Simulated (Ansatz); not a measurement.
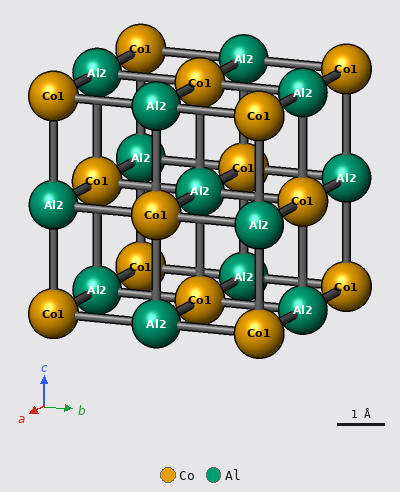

The structure as given in the input (ball-and-stick view of the cell 4 times as large as that of the calculation, set on its symmetry axes, seen slightly off an axis; atoms are numbered from 1 in the order of the input).

## Geometry relaxation, with input and output: AlCo

AlCo (Fm-3m, 2 atoms in the cell), computed with DFT, PBE, all-electron LAPW, scalar-relativistic, no spin polarisation (Ansatz 0.2.0).

It belongs to a series of runs on one base structure; here: rocksalt relaxed under pressure, LAPW. Figures and captions count atoms from 1; the log counts them from 0 in places.

**Input**
```yaml
crystal:
  lattice:
    - [0.0, 2.3959821988, 2.3959821988]
    - [2.3959821988, 0.0, 2.3959821988]
    - [2.3959821988, 2.3959821988, 0.0]
  atoms:
    - { symbol: Co, position: [0.0, 0.0, 0.0] }
    - { symbol: Al, position: [0.5, 0.5, 0.5] }
kpoints:
  mp_grid: { grid: [14, 14, 14] }
scf:
  occupations: { method: fermi_dirac, width: 0.1 }
hamiltonian:
  xc: pbe
  pseudopotentials: { kind: all_electron, lapw: { basis_error: 0.0005 } }
output:
  forces: true
  stress: true
  eigenvalues: true
relax:
  f_tol: 0.005
  max_steps: 12
  cell: { p_target: 0.03, stress_tol: 0.03 }
```

Launch command:
```bash
ansatz run input.yaml --threads 1 --pin off --max-ram 3584MiB --backend cpu --events-out ev --progress --plain --runs-dir out
```

**What the program printed**
```
The last accepted step is kept in [file] (removed where the run ends without a failure and the disk answers)
LAPW: plane waves up to 9.293 Å⁻¹, error target 5.0e-4 eV per atom; small_component_spin mean_spin; Al in spheres of 1.075 Å, 11 of its electrons in bands, Dirac shells []; Co in spheres of 1.249 Å, 17 of its electrons in bands, Dirac shells [] (how accurate: hamiltonian.pseudopotentials.lapw.basis_error, Limitations)
Engine: ansatz 0.2.0, aarch64-unknown-linux-gnu
Pseudopotentials: kind: all_electron
Pseudopotential: Co, LAPW, valence charge 17, lapw/all_electron/scalar/gaussian/Co, Koelling and Harmon's equation, gaussian nucleus
Pseudopotential: Al, LAPW, valence charge 11, lapw/all_electron/scalar/gaussian/Al, Koelling and Harmon's equation, gaussian nucleus
Functional definition: PBE
  parameter kappa = 0.804
  parameter beta = 0.06672455060314922
  exchange = pbe_x(kappa = kappa, mu = beta*pi^2/3)
  correlation = pbe_c(beta = beta)
Crystal: 2 atoms, lattice volume = 27.509 Å³
Basis set: ecut = 329.02418864416273 eV, 339 PW (Γ), exchange–correlation at level 2
Bands: 18, of which v1, the nominal top of the filled ones, is band 14 counted from 1 (13 counted from 0)
Symmetry: 48 space group operations
Space group: Fm-3m (ITA 225), of the structure as read, at distance tolerance 3.0e-5 Å
k-points: 104 of 2744
Non-local potential: Co, projectors of the file, none
Non-local potential: Al, projectors of the file, none
Initial density: superposition of atomic densities (chi_scale 0.1, normalization cell, long waves kept (reshape's long-wave potential 0.00 eV rms))
Initial wavefunctions: plane waves of lowest kinetic energy (no species holds an atomic orbital)
Functional: x = pbe(κ = 0.804, μ = 0.2195149727645171), c = pbe(β = 0.06672455060314922)
iter 1 solved again at ethr=6.48e-3 eV; its pass at ethr=1.00e-1 eV (dr2=1.82e0 eV) is discarded
SCF iter   1: F=—  HF=-44525.656578 eV  |F-HF|=—  |Δ(HF+E_count)|=         —  Δρ=6.82e-2  dr2=1.81e0  ethr=6.48e-3  ⟨swp⟩=2.0  Hψ=12221  notcnv=0
preconditioner: auto → Kerker (q_TF=auto, 2.736 Å⁻¹)  [metal: Δε(μ)=0.012 eV  Ē_g=7.586 eV  σ=0.100 eV  W_gap=0.03  n_scr=14 (ndim 8)  ℏωp=24.5 eV  f_vac=0.000  D(μ)=1.06/eV (n_scr^D=14)]
SCF iter   2: F=—  HF=-44530.352095 eV  |F-HF|=—  |Δ(HF+E_count)|=    4.70e0  Δρ=1.30e-1  dr2=5.62e0  ethr=6.47e-3  ⟨swp⟩=3.0  Hψ=6196  notcnv=0  recentre
SCF iter   3: F=—  HF=-44524.749241 eV  |F-HF|=—  |Δ(HF+E_count)|=    5.60e0  Δρ=2.57e-2  dr2=2.82e-1  ethr=6.47e-3  ⟨swp⟩=3.0  Hψ=5786  notcnv=0
iter 4 solved again at ethr=5.33e-5 eV; its pass at ethr=1.01e-3 eV (dr2=1.49e-2 eV) is discarded
SCF iter   4: F=—  HF=-44524.662485 eV  |F-HF|=—  |Δ(HF+E_count)|=         —  Δρ=8.84e-3  dr2=1.49e-2  ethr=5.33e-5  ⟨swp⟩=2.0  Hψ=9317  notcnv=0
the basis was enlarged: its passes take 120.8 KiB over the memory plan, 1 of 1 planned eigensolver slots
SCF iter   5: F=—  HF=-44524.646939 eV  |F-HF|=—  |Δ(HF+E_count)|=   1.55e-2  Δρ=3.45e-3  dr2=1.74e-3  ethr=5.33e-5  ⟨swp⟩=2.0  Hψ=5156  notcnv=0
SCF iter   6: F=—  HF=-44524.639184 eV  |F-HF|=—  |Δ(HF+E_count)|=   7.75e-3  Δρ=1.15e-3  dr2=6.30e-4  ethr=6.21e-6  ⟨swp⟩=3.0  Hψ=5377  notcnv=0
SCF iter   7: F=—  HF=-44524.638934 eV  |F-HF|=—  |Δ(HF+E_count)|=   2.50e-4  Δρ=3.22e-4  dr2=4.72e-5  ethr=2.25e-6  ⟨swp⟩=2.0  Hψ=5154  notcnv=0
SCF iter   8: F=—  HF=-44524.638920 eV  |F-HF|=—  |Δ(HF+E_count)|=   1.39e-5  Δρ=7.97e-5  dr2=2.25e-6  ethr=1.69e-7  ⟨swp⟩=2.0  Hψ=5154  notcnv=0
SCF iter   9: F=-44524.638919 eV  HF=-44524.638919 eV  |F-HF|=2.08e-8  |Δ(HF+E_count)|=   8.50e-7  Δρ=1.24e-5  dr2=3.71e-8  ethr=8.03e-9  ⟨swp⟩=2.0  Hψ=5154  notcnv=0
SCF 1 converged in 9 iterations: F = -44524.638919 eV  dr2 = 3.71e-8
relax step   1: F+E_penalty+E_count = -44524.63891940 eV  Δ(F+E_penalty+E_count) = +0.000e0 eV  max|allowed force component| = 1.150e-30 eV/Å  Δτ_max = 0.0000 Å  P = -0.003 GPa  Ω = 27.509 Å³  (9 SCF iters, accepted)
Crystal: 2 atoms, lattice volume = 27.505 Å³
Basis set: ecut = 329.05610623822486 eV, 339 PW (Γ), exchange–correlation at level 2
Initial density: handed on by an earlier stage of this run
Initial wavefunctions: those handed on with the density
iter 1 solved again at ethr=2.24e-10 eV; its pass at ethr=1.00e-1 eV (dr2=6.27e-8 eV) is discarded
SCF iter   1: F=—  HF=-44524.638919 eV  |F-HF|=—  |Δ(HF+E_count)|=         —  Δρ=1.33e-5  dr2=5.43e-8  ethr=2.24e-10  ⟨swp⟩=4.0  Hψ=9117  notcnv=0
preconditioner: auto → Kerker (q_TF=auto, 2.736 Å⁻¹)  [metal: Δε(μ)=0.013 eV  Ē_g=6.921 eV  σ=0.100 eV  W_gap=0.03  n_scr=14 (ndim 8)  ℏωp=24.5 eV  f_vac=0.000  D(μ)=1.73/eV (n_scr^D=14)]
SCF iter   2: F=—  HF=-44524.638919 eV  |F-HF|=—  |Δ(HF+E_count)|=   1.59e-7  Δρ=2.60e-5  dr2=2.33e-7  ethr=1.94e-10  ⟨swp⟩=3.0  Hψ=5530  notcnv=0
SCF iter   3: F=-44524.638919 eV  HF=-44524.638919 eV  |F-HF|=9.15e-9  |Δ(HF+E_count)|=   1.91e-7  Δρ=7.27e-6  dr2=1.55e-8  ethr=1.94e-10  ⟨swp⟩=3.0  Hψ=5385  notcnv=0
SCF 2 converged in 3 iterations: F = -44524.638919 eV  dr2 = 1.55e-8
relax step   2: F+E_penalty+E_count = -44524.63891926 eV  Δ(F+E_penalty+E_count) = +1.462e-7 eV  max|allowed force component| = 7.560e-31 eV/Å  Δτ_max = 0.0000 Å  P = +0.015 GPa  Ω = 27.505 Å³  (3 SCF iters, accepted)
iter 1 solved again at ethr=5.45e-11 eV; its pass at ethr=1.00e-1 eV (dr2=1.53e-8 eV) is discarded
SCF iter   1: F=—  HF=-44524.638919 eV  |F-HF|=—  |Δ(HF+E_count)|=         —  Δρ=7.26e-6  dr2=1.53e-8  ethr=5.45e-11  ⟨swp⟩=2.0  Hψ=8381  notcnv=0
SCF iter   2: F=-44524.638919 eV  HF=-44524.638919 eV  |F-HF|=7.72e-8  |Δ(HF+E_count)|=   4.40e-9  Δρ=7.47e-6  dr2=1.85e-8  ethr=5.45e-11  ⟨swp⟩=2.7  Hψ=5289  notcnv=0
SCF 3 converged in 2 iterations: F = -44524.638919 eV  dr2 = 1.85e-8
relax step   3: F+E_penalty+E_count = -44524.63891920 eV  Δ(F+E_penalty+E_count) = +5.996e-8 eV  max|allowed force component| = 6.903e-31 eV/Å  Δτ_max = 0.0000 Å  P = +0.015 GPa  Ω = 27.505 Å³  stress off target by 1.52e-2 GPa  SCF on the basis re-selected at this cell (its energy is not comparable with the rows above)  (2 SCF iters)
```

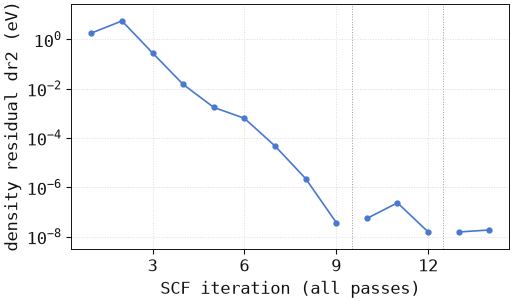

Convergence of the self-consistent field: density residual dr2 against the SCF iteration. The dotted lines part the SCF passes of the relaxation: geometry steps, rejected trials and re-solves on a re-selected basis. The passes take 9, 3 and 2 iterations.

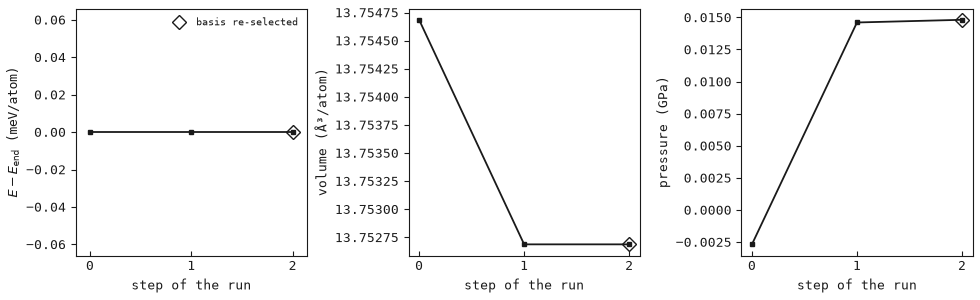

Progress of the relaxation, step by step (the first geometry is step 0 here and step 1 in the log). The atoms keep their places (all moves are under 0.005 Å). The cell stays as it was. The space group stays Fm-3m (No. 225). Over 1 geometry step the energy rises by next to nothing (0.0 meV per atom). All forces vanish by symmetry, so only the cell relaxes. Pressure: 0.00 GPa at the start and 0.01 GPa at the end. A last SCF at the same geometry on a re-selected plane-wave basis shifts the energy by next to nothing (0.0 meV per atom).

```
basis re-selected at this cell: Δ(F+E_penalty+E_count) = +5.996e-8 eV, ΔP = +0.000 GPa vs the last step (what re-selecting the basis moved, after the strain that the cell walked since its last selection, with what the two solves' SCF thresholds leave and, on support functions, any second-order correction that the steps lacked; it is no measure of the basis error at this ecutwfc). This SCF's stress stands 1.52e-2 GPa from its target on what of the cell is left free (relax.cell.stress_tol is 3.00e-2 GPa) and its largest allowed force component is 6.90e-31 eV/Å (relax.f_tol is 5.00e-3 eV/Å): within both
SCF converged after 2 iterations
Free energy (F): -44524.638919 eV
Harris-Foulkes:  -44524.638919 eV  (|F-HF|=7.72e-8)
Internal energy: -44524.578482 eV  (E = F + TS)
E sigma→0 (E₀):  -44524.608701 eV
Entropy (-TS):   -0.060437 eV (-30.219 meV/atom)
Fermi energy:    12.833831 eV
--- Per-component energies (eV) ---
  E_band       = -791.854269
  E_kinetic    = 45101.882719
  E_xc         = -2133.006647
  E_electrostatic = -87493.454554  (all electrons and nuclei)
  E_smearing   = -0.060437  (= −TS)
  E_closure    = 0.000000  (closes the sum)
  E_atoms      = -44513.072186  (free atoms, spherical and without spin; not in F)
  Σ components = -44524.638919   (vs F -44524.638919, Δ=0.00e0)
  Basis errors (estimates in eV, not in F): energy 1.7e-4 per atom: plane waves 1.6e-4 (9.1e-5 summed), levels above the bands 1.3e-33, relativity 1.2e-8, radial functions 1.1e-5, core shells 6.3e-10; eigenvalues (radial functions only) 4.4e-7; not estimated: angular momenta, meshes, grids; target (lapw.basis_error) 5.0e-4; muffin-tin radii Al 1.075 Å, Co 1.249 Å
--- Forces (eV/Å), atoms counted from 1 ---
  atom   1  Co     0.00000000     0.00000000     0.00000000
  atom   2  Al    -0.00000000    -0.00000000    -0.00000000
  max |Σ_I F_I| component: 5.42e-31 eV/Å
--- Stress (GPa, compression-positive) ---
        0.014814      -0.000000       0.000000
       -0.000000       0.014814       0.000000
        0.000000       0.000000       0.014814
  P = ⅓ Tr σ = 0.0148 GPa (0.148 kbar)
--- Band table (eV; the first three rows and the last of 104) ---
  k-point 0: bands = ["-89.7684", "-81.3092", "-51.2298", "-51.2298", "-51.2298", "-44.6483", "-44.6483", "-44.6483", "3.0848", "11.4248", "11.4248", "11.4248", "11.5687", "11.5687", "20.0854", "20.0854", "20.0854", "23.9984"]
  k-point 1: bands = ["-89.7684", "-81.3092", "-51.2299", "-51.2298", "-51.2298", "-44.6488", "-44.6484", "-44.6484", "3.1872", "11.3759", "11.4403", "11.4403", "11.5560", "11.5560", "19.3937", "20.0651", "20.0651", "23.3592"]
  k-point 2: bands = ["-89.7684", "-81.3091", "-51.2302", "-51.2299", "-51.2299", "-44.6502", "-44.6487", "-44.6487", "3.4927", "11.2259", "11.3982", "11.3982", "11.6101", "11.6101", "17.8889", "20.0192", "20.0192", "22.9415"]
  k-point 103: bands = ["-89.7681", "-81.3085", "-51.2321", "-51.2318", "-51.2305", "-44.6548", "-44.6537", "-44.6529", "8.6335", "9.8389", "10.0378", "10.9332", "12.4951", "12.9951", "13.1256", "13.5941", "14.5427", "23.4376"]
--- Relaxed structure (2 steps of the walk, 2 accepted, 1 SCFs on fresh bases) ---
  F+E_penalty+E_count = -44524.63891920 eV   max|allowed force component| = 6.903e-31 eV/Å   (the final SCF, on the basis selected at the relaxed cell)
  cell:  # Å, volume = 27.5054 Å³
    - [2.1957503432986318e-34, 2.395865993933586, 2.395865993933586]
    - [2.395865993933586, 3.057223219737354e-34, 2.395865993933586]
    - [2.395865993933586, 2.395865993933586, 1.176675936719514e-34]
  atoms:
    - { symbol: Co, position: [-1.3082950298056144e-38, 1.2265265904427634e-38, 4.6608010436825e-38] }
    - { symbol: Al, position: [0.5, 0.5, 0.5] }
```

**Trajectory as extended XYZ (Å, eV, eV/Å), 3 frames, from step=1 to step=3**
```
2
Lattice="0.0000 2.3960 2.3960 2.3960 0.0000 2.3960 2.3960 2.3960 0.0000" Properties=species:S:1:pos:R:3:forces:R:3 step=1 energy=-44524.63892 pressure_GPa=-0.00
Co    0.0000    0.0000    0.0000    0.0000   0.0000   0.0000
Al    2.3960    2.3960    2.3960    0.0000   0.0000   0.0000
2
Lattice="0.0000 2.3959 2.3959 2.3959 0.0000 2.3959 2.3959 2.3959 0.0000" Properties=species:S:1:pos:R:3:forces:R:3 step=2 energy=-44524.63892 pressure_GPa=0.01
Co    0.0000    0.0000    0.0000    0.0000   0.0000   0.0000
Al    2.3959    2.3959    2.3959    0.0000   0.0000   0.0000
2
Lattice="0.0000 2.3959 2.3959 2.3959 0.0000 2.3959 2.3959 2.3959 0.0000" Properties=species:S:1:pos:R:3:forces:R:3 step=3 energy=-44524.63892 pressure_GPa=0.01
Co    0.0000    0.0000    0.0000    0.0000   0.0000   0.0000
Al    2.3959    2.3959    2.3959    0.0000   0.0000   0.0000
```

**Results in brief**

| quantity | value |
| --- | --- |
| outcome | converged |
| space group (tolerance 0.01 Å) | Fm-3m (225) |
| electrons in bands (core shells apart) | 28 |
| free energy | −44524.6389 eV |
| Fermi energy | 12.834 eV |
| pressure | 0.01 GPa |
| final volume | 27.51 Å³ |
| largest force (length of the vector) at the end | under 0.001 eV/Å |
| final cell | a = 3.388 Å, b = 3.388 Å, c = 3.388 Å, α = 60.00°, β = 60.00°, γ = 60.00° |
| hardware | 1 thread of Arm Neoverse V1, 24 GiB of memory available, shared host |
| wall time | 41 s |
| peak memory | 0.47 GiB |

**Remarks**

The run has no spin polarisation, so a magnetic state may lie lower.
